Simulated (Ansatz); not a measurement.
# Geometry relaxation of W (part 3 of 3)

Continued. System: W (slab, 16 atoms in the cell). Method: DFT PBE+D3(BJ), scalar-relativistic, plane waves, PAW, no spin polarisation (Ansatz 0.2.0); cutoff 420 eV, 6×6×1 k-mesh, Gaussian smearing of 0.1 eV. The structure derives from an entry of the Crystallography Open Database. The input holds or restrains some coordinates. Forces given for the steps count only the free coordinates. It belongs to a series of runs on one base structure; here: clean slab, lower half held.

Geometry of the input (Å; fractional positions):
```
5.4722  0.0000  0.0000
-1.8241  5.1592  0.0000
0.0000  0.0000  23.7020
W  0.2500  0.2500  0.3586
W  0.2500  0.7500  0.3586
W  0.7500  0.2500  0.3586
W  0.7500  0.7500  0.3586
W  0.5000  0.5000  0.4529
W  0.5000  0.0000  0.4529
W  -0.0000  0.5000  0.4529
W  0.0000  0.0000  0.4529
W  0.7500  0.7500  0.5471
W  0.7500  0.2500  0.5471
W  0.2500  0.7500  0.5471
W  0.2500  0.2500  0.5471
W  0.0000  0.0000  0.6414
W  -0.0000  0.5000  0.6414
W  0.5000  0.0000  0.6414
W  0.5000  0.5000  0.6414
```

Output, continued
```
  k-point 12: bands = ["-68.4105", "-68.4105", "-68.3754", "-68.3754", "-68.3533", "-68.3533", "-68.3515", "-68.3515", "-68.2625", "-68.2625", "-68.2612", "-68.2612", "-68.2271", "-68.2271", "-68.2256", "-68.2256", "-33.1048", "-33.1048", "-33.0888", "-33.0888", "-33.0688", "-33.0688", "-32.8764", "-32.8764", "-32.8335", "-32.8335", "-32.7775", "-32.7775", "-32.7359", "-32.7359", "-32.7277", "-32.7277", "-32.7124", "-32.7124", "-32.6384", "-32.6384", "-32.6176", "-32.6176", "-32.5294", "-32.5294", "-32.4879", "-32.4879", "-32.4826", "-32.4826", "-32.4473", "-32.4473", "-32.4408", "-32.4408", "-32.4332", "-32.4332", "-32.4099", "-32.4099", "-32.3878", "-32.3878", "-32.2858", "-32.2858", "-32.2599", "-32.2599", "-32.2326", "-32.2326", "-32.2282", "-32.2282", "-32.1554", "-32.1554", "-1.1061", "-1.1061", "0.2024", "0.2024", "0.5176", "0.5176", "1.0437", "1.0437", "1.1017", "1.1017", "1.3013", "1.3013", "1.7999", "1.7999", "2.2733", "2.2733", "2.4243", "2.4243", "2.4637", "2.4637", "2.6926", "2.6926", "2.7142", "2.7142", "2.9913", "2.9913", "3.3955", "3.3955", "3.4880", "3.4880", "3.5349", "3.5349", "3.8833", "3.8833", "3.9644", "3.9644", "4.3270", "4.3270", "4.5481", "4.5481", "4.6251", "4.6251", "4.7658", "4.7658", "4.7840", "4.7840", "4.8972", "4.8972", "5.0234", "5.0234", "5.2761", "5.2761", "5.7350", "5.7350", "6.0411", "6.0411", "6.2291", "6.2291", "6.3114", "6.3114", "6.5576", "6.5576", "6.6508", "6.6508", "6.9108", "6.9108", "7.0863", "7.0863", "7.7870", "7.7870", "7.9928"]
--- Relaxed structure (5 steps of the walk, 4 accepted, 0 SCFs on fresh bases) ---
  F+E_penalty+E_count = -166153.66240777 eV   max|allowed force component| = 8.533e-3 eV/Å
  atoms:
    - { symbol: W, position: [0.24999999999999994, 0.24999999999999997, 0.3586188239] }
    - { symbol: W, position: [0.24999999999999994, 0.7499999999999999, 0.3586188239] }
    - { symbol: W, position: [0.7499999999999999, 0.24999999999999997, 0.3586188239] }
    - { symbol: W, position: [0.7499999999999998, 0.7499999999999999, 0.3586188239] }
    - { symbol: W, position: [0.4999999999999999, 0.49999999999999994, 0.4528729413] }
    - { symbol: W, position: [0.49999999999999994, -2.524354896707238e-29, 0.4528729413] }
    - { symbol: W, position: [0.0, 0.49999999999999994, 0.4528729413] }
    - { symbol: W, position: [0.0, 0.0, 0.4528729413] }
    - { symbol: W, position: [0.7499999999999998, 0.7499999999999999, 0.5476361023758877] }
    - { symbol: W, position: [0.7499999999999999, 0.24999999999999997, 0.5476361023758877] }
    - { symbol: W, position: [0.24999999999999994, 0.7499999999999999, 0.5476361023758877] }
    - { symbol: W, position: [0.24999999999999994, 0.24999999999999997, 0.5476361023758877] }
    - { symbol: W, position: [-4.77713635302882e-19, -1.4270557849877768e-31, 0.6393943339744942] }
    - { symbol: W, position: [0.0, 0.49999999999999994, 0.6393943339744942] }
    - { symbol: W, position: [0.49999999999999994, -2.524354896707238e-29, 0.6393943339744942] }
    - { symbol: W, position: [0.4999999999999999, 0.49999999999999994, 0.6393943339744942] }
```

Trajectory as extended XYZ (Å, eV, eV/Å), 5 frames, from step=1 to step=5
```
16
Lattice="5.4722 0.0000 0.0000 -1.8241 5.1592 0.0000 0.0000 0.0000 23.7020" Properties=species:S:1:pos:R:3:forces:R:3 step=1 energy=-166153.59892
W     0.9120    1.2898    8.5000    0.0000   0.0000   0.5172
W     0.0000    3.8694    8.5000    0.0000   0.0000   0.5172
W     3.6481    1.2898    8.5000    0.0000   0.0000   0.5172
W     2.7361    3.8694    8.5000    0.0000   0.0000   0.5172
W     1.8241    2.5796   10.7340    0.0000   0.0000  -0.5881
W     2.7361    0.0000   10.7340    0.0000   0.0000  -0.5881
W    -0.9120    2.5796   10.7340    0.0000   0.0000  -0.5881
W     0.0000    0.0000   10.7340    0.0000   0.0000  -0.5881
W     2.7361    3.8694   12.9680    0.0000   0.0000   0.5881
W     3.6481    1.2898   12.9680    0.0000   0.0000   0.5881
W     0.0000    3.8694   12.9680    0.0000   0.0000   0.5881
W     0.9120    1.2898   12.9680    0.0000   0.0000   0.5881
W     0.0000    0.0000   15.2020    0.0000   0.0000  -0.5172
W    -0.9120    2.5796   15.2020    0.0000   0.0000  -0.5172
W     2.7361    0.0000   15.2020    0.0000   0.0000  -0.5172
W     1.8241    2.5796   15.2020    0.0000   0.0000  -0.5172
16
Lattice="5.4722 0.0000 0.0000 -1.8241 5.1592 0.0000 0.0000 0.0000 23.7020" Properties=species:S:1:pos:R:3:forces:R:3 step=2 energy=-166153.30094 accepted=F
W     0.9120    1.2898    8.5000    0.0000   0.0000   0.4693
W     0.0000    3.8694    8.5000    0.0000   0.0000   0.4693
W     3.6481    1.2898    8.5000    0.0000   0.0000   0.4693
W     2.7361    3.8694    8.5000    0.0000   0.0000   0.4693
W     1.8241    2.5796   10.7340    0.0000   0.0000  -0.3973
W     2.7361    0.0000   10.7340    0.0000   0.0000  -0.3973
W    -0.9120    2.5796   10.7340    0.0000   0.0000  -0.3973
W     0.0000    0.0000   10.7340    0.0000   0.0000  -0.3973
W     2.7361    3.8694   12.9993    0.0000   0.0000  -1.5115
W     3.6481    1.2898   12.9993    0.0000   0.0000  -1.5115
W     0.0000    3.8694   12.9993    0.0000   0.0000  -1.5115
W     0.9120    1.2898   12.9993    0.0000   0.0000  -1.5115
W     0.0000    0.0000   15.0452    0.0000   0.0000   1.4398
W    -0.9120    2.5796   15.0452    0.0000   0.0000   1.4398
W     2.7361    0.0000   15.0452    0.0000   0.0000   1.4398
W     1.8241    2.5796   15.0452    0.0000   0.0000   1.4398
16
Lattice="5.4722 0.0000 0.0000 -1.8241 5.1592 0.0000 0.0000 0.0000 23.7020" Properties=species:S:1:pos:R:3:forces:R:3 step=3 energy=-166153.65683
W     0.9120    1.2898    8.5000    0.0000   0.0000   0.4966
W     0.0000    3.8694    8.5000    0.0000   0.0000   0.4966
W     3.6481    1.2898    8.5000    0.0000   0.0000   0.4966
W     2.7361    3.8694    8.5000    0.0000   0.0000   0.4966
W     1.8241    2.5796   10.7340    0.0000   0.0000  -0.4930
W     2.7361    0.0000   10.7340    0.0000   0.0000  -0.4930
W    -0.9120    2.5796   10.7340    0.0000   0.0000  -0.4930
W     0.0000    0.0000   10.7340    0.0000   0.0000  -0.4930
W     2.7361    3.8694   12.9818    0.0000   0.0000  -0.1700
W     3.6481    1.2898   12.9818    0.0000   0.0000  -0.1700
W     0.0000    3.8694   12.9818    0.0000   0.0000  -0.1700
W     0.9120    1.2898   12.9818    0.0000   0.0000  -0.1700
W     0.0000    0.0000   15.1407    0.0000   0.0000   0.1663
W    -0.9120    2.5796   15.1407    0.0000   0.0000   0.1663
W     2.7361    0.0000   15.1407    0.0000   0.0000   0.1663
W     1.8241    2.5796   15.1407    0.0000   0.0000   0.1663
16
Lattice="5.4722 0.0000 0.0000 -1.8241 5.1592 0.0000 0.0000 0.0000 23.7020" Properties=species:S:1:pos:R:3:forces:R:3 step=4 energy=-166153.66241
W     0.9120    1.2898    8.5000    0.0000   0.0000   0.5018
W     0.0000    3.8694    8.5000    0.0000   0.0000   0.5018
W     3.6481    1.2898    8.5000    0.0000   0.0000   0.5018
W     2.7361    3.8694    8.5000    0.0000   0.0000   0.5018
W     1.8241    2.5796   10.7340    0.0000   0.0000  -0.5020
W     2.7361    0.0000   10.7340    0.0000   0.0000  -0.5020
W    -0.9120    2.5796   10.7340    0.0000   0.0000  -0.5020
W     0.0000    0.0000   10.7340    0.0000   0.0000  -0.5020
W     2.7361    3.8694   12.9801    0.0000   0.0000  -0.0082
W     3.6481    1.2898   12.9801    0.0000   0.0000  -0.0082
W     0.0000    3.8694   12.9801    0.0000   0.0000  -0.0082
W     0.9120    1.2898   12.9801    0.0000   0.0000  -0.0082
W     0.0000    0.0000   15.1550    0.0000   0.0000   0.0084
W    -0.9120    2.5796   15.1550    0.0000   0.0000   0.0084
W     2.7361    0.0000   15.1550    0.0000   0.0000   0.0084
W     1.8241    2.5796   15.1550    0.0000   0.0000   0.0084
16
Lattice="5.4722 0.0000 0.0000 -1.8241 5.1592 0.0000 0.0000 0.0000 23.7020" Properties=species:S:1:pos:R:3:forces:R:3 step=5 energy=-166153.66241
W     0.9120    1.2898    8.5000    0.0000   0.0000   0.5016
W     0.0000    3.8694    8.5000    0.0000   0.0000   0.5016
W     3.6481    1.2898    8.5000    0.0000   0.0000   0.5016
W     2.7361    3.8694    8.5000    0.0000   0.0000   0.5016
W     1.8241    2.5796   10.7340    0.0000   0.0000  -0.5018
W     2.7361    0.0000   10.7340    0.0000   0.0000  -0.5018
W    -0.9120    2.5796   10.7340    0.0000   0.0000  -0.5018
W     0.0000    0.0000   10.7340    0.0000   0.0000  -0.5018
W     2.7361    3.8694   12.9801    0.0000   0.0000  -0.0083
W     3.6481    1.2898   12.9801    0.0000   0.0000  -0.0083
W     0.0000    3.8694   12.9801    0.0000   0.0000  -0.0083
W     0.9120    1.2898   12.9801    0.0000   0.0000  -0.0083
W     0.0000    0.0000   15.1550    0.0000   0.0000   0.0085
W    -0.9120    2.5796   15.1550    0.0000   0.0000   0.0085
W     2.7361    0.0000   15.1550    0.0000   0.0000   0.0085
W     1.8241    2.5796   15.1550    0.0000   0.0000   0.0085
```

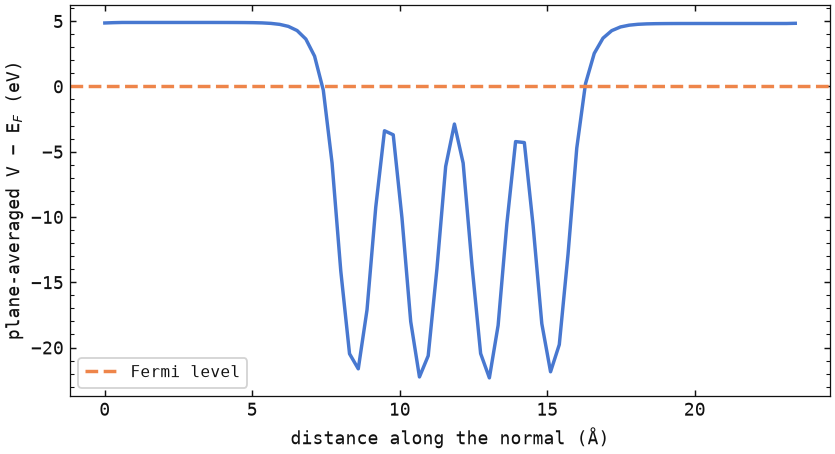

**Figure 1.** Plane average of the electrostatic potential energy of an electron across the cell, from the Fermi level. The vacuum level lies 4.82 eV above the Fermi level on the upper side and 4.90 eV on the lower.

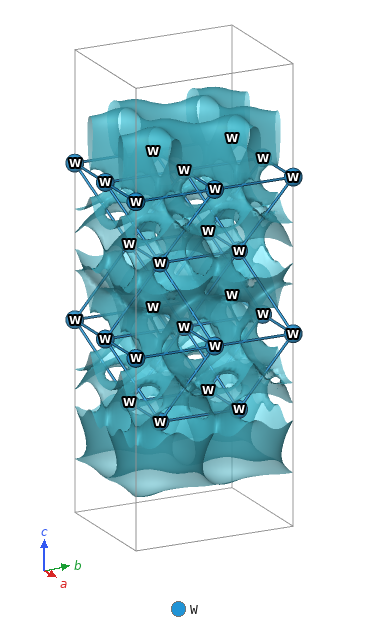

**Figure 2.** Isosurface of the electron localisation function at 0.4 (cyan), seen slightly off an axis. Core shells and regions of very low density are left out. Sticks mark near contacts. The ELF exceeds this value in sheets that run through the cell in two directions, counted in one cell of 16 atoms. The fields are those of the smooth PAW valence density.

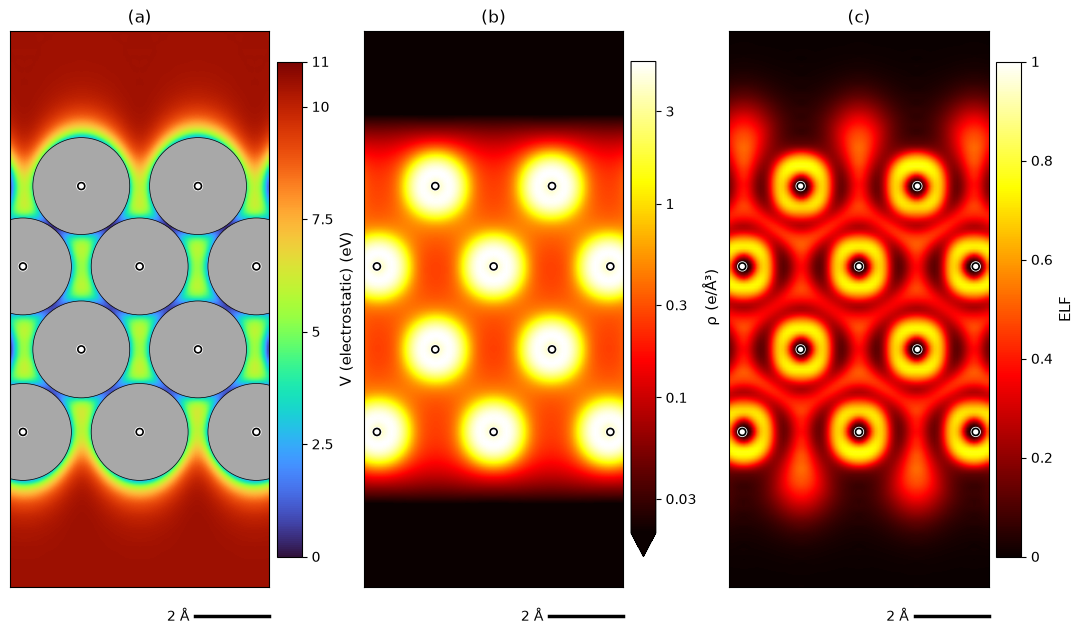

**Figure 3.** (a) electrostatic potential energy of an electron; (b) valence charge density (pseudo); (c) ELF on the (11̄0) plane of the calculation cell, a cut from vacuum to vacuum. Circles mark the nuclei in the plane (W). Grey discs, where drawn, cover atomic cores. W–W (2.69 Å): ρ is about 0.47 e/Å³ halfway; the ELF is about 0.40 at the midpoint, which marks metallic bonding. W–W (2.74 Å): the density is about 0.43 e/Å³ at the midpoint; the ELF is about 0.40 at the midpoint, which marks nearly free electrons, as in a simple metal. The density dies away to nearly zero in the vacuum. The strong features right at W lie inside the PAW spheres (semicore, d or f shells) and say nothing about bonding.

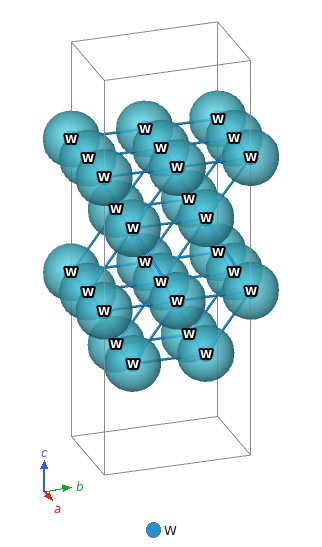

**Figure 4.** Isosurface of the valence electron density at 1 e/Å³ (cyan), seen slightly off an axis. Sticks mark near contacts. At this value the density breaks into separate islands; it holds about 65 % of the electrons treated as valence (semicore included). It is pinched off along the W–W (2.69 Å) and W–W (2.74 Å) contacts. On the grid the lowest density along these lines, outside the cores, is 0.47 e/Å³ (W–W, 2.69 Å) and 0.43 e/Å³ (W–W, 2.74 Å).

Key numbers

```csv
quantity,value
outcome,converged under the restraints of the input
electrons treated,224
free energy,−166153.6624 eV
"work function, top face",4.82 eV
"work function, bottom face",4.90 eV
Fermi energy,5.647 eV
gap on the k-point mesh,none (metallic)
final volume,669.16 Å³
work function (upper face),4.82 eV
"largest force (length of the vector) at the end, held atoms and coordinates included",0.502 eV/Å
hardware,"2 threads of Intel Xeon @ 2.50GHz (Skylake/Cascade Lake), 32 GiB of memory available, shared host"
wall time,4.4 min (CPU time 8.8 min)
peak memory,1.7 GiB
```

Warnings of the run: the exchange-correlation potential is rough where the density is thin. Spin–orbit coupling is left out, which matters for W.
